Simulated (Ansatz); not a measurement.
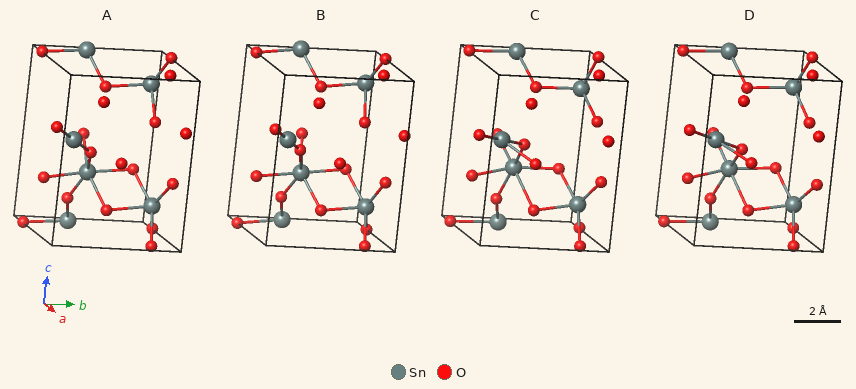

4 geometries from one relaxation of a defect cell of composition Sn$_{5}$O$_{12}$ (cell charge −4) (started half-way along a vacancy jump, in the symmetry of that start), in shuffled order. A ball-and-stick model of the cell of the calculation, reduced to other axes (origin shifted), seen slightly off an axis. Lengths and directions refer to the drawn axes.

Level of theory: DFT PBEsol, scalar-relativistic, plane waves, PAW (Ansatz 0.2.0). Settings: plane-wave cutoff 420 eV; k-point mesh 6 × 6 × 6; occupations gaussian; smearing width 0.05 eV; no spin polarisation; atoms relaxed in a fixed cell; force threshold 0.02 eV/Å; at most 60 steps.

Question: Put them in the order of the run, from the start to the converged end.

Answer: B, A, D, C. They are steps 0, 2, 5, 12, at +35.468 eV per cell of the calculation, +6.125 eV per cell of the calculation, +0.285 eV per cell of the calculation relative to the last. The largest moves, 0.93 Å, are those of O atoms. By element the largest moves are O 0.93 Å, Sn 0.45 Å. The cell doesn't change. Near-neighbour distances that change, for instance: O–Sn 2.853 → 2.036 Å, O–Sn 1.282 → 1.922 Å, O–Sn 2.063 → 2.423 Å, O–Sn 2.080 → 2.249 Å. New bonds form: O–Sn (2.85 → 2.04 Å). Bond angles that change, for instance: O–Sn–O 76.5° → 104.1°, Sn–O–Sn 155.0° → 128.6°, O–Sn–O 152.9° → 173.5°. After 10 accepted moves (12 points after the start) the energy has fallen by 35.468 eV per cell of the calculation. Largest force component: 73 eV/Å at the start, 0.0058 eV/Å at the end. The line search rejected the trial step at point 6 of the run. 1 step only repeated the SCF at the same geometry. Cost: 5.1 min on 4 threads of Intel(R) Xeon(R) 6975P-C (Granite Rapids), with other jobs on the host, peak memory 2.1 GiB.

Limits of the set-up: the periodic images lie only 5.7 Å apart, so the values are limited by the cell's size; the cell is charged, on a uniform background, and energies carry no finite-size correction.
